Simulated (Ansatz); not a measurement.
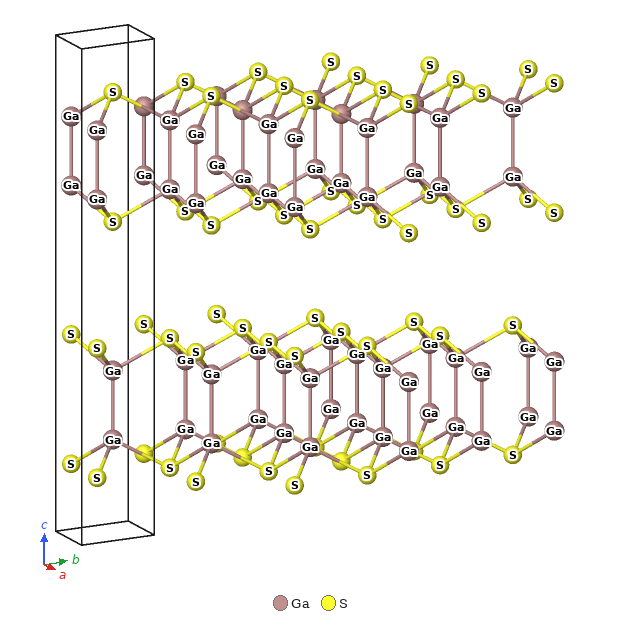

GaS (space group P6_3/mmc, No. 194). Coordinates: coordinates from a relaxation with Ansatz 0.2.0, DFT PBE, scalar-relativistic, plane waves, PAW.

Bonds are taken as Ga–Ga below 2.8 Å and Ga–S below 2.7 Å; no other contact counts. The graph is simplified in the usual way: terminal and isolated atoms are pruned, two-connected atoms become edges.

Q: What kind of net remains, and which atoms are its nodes?

A: A binodal (3,4)-connected, two-periodic (layers) net: S is a 3-connected node; Ga is a 4-connected node, in the ratio 1:1.

Q: How do the layers lie?

A: The layers lie parallel to (001).

Q: Give the first five terms of the coordination sequence (nodes one, two, three … edges away).

A: S: 3, 9, 16, 21, 27; Ga: 4, 9, 15, 21, 27.

Q: How many nodes does the smallest cycle have?

A: Six.

The simplified net, drawn on the atoms' positions. Nodes are coloured by element. One layer is drawn. Short stubs are edges that leave the cut-out.

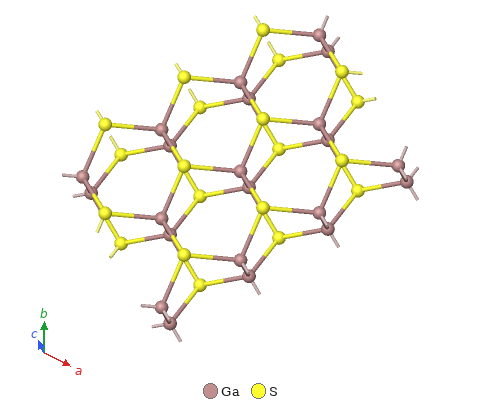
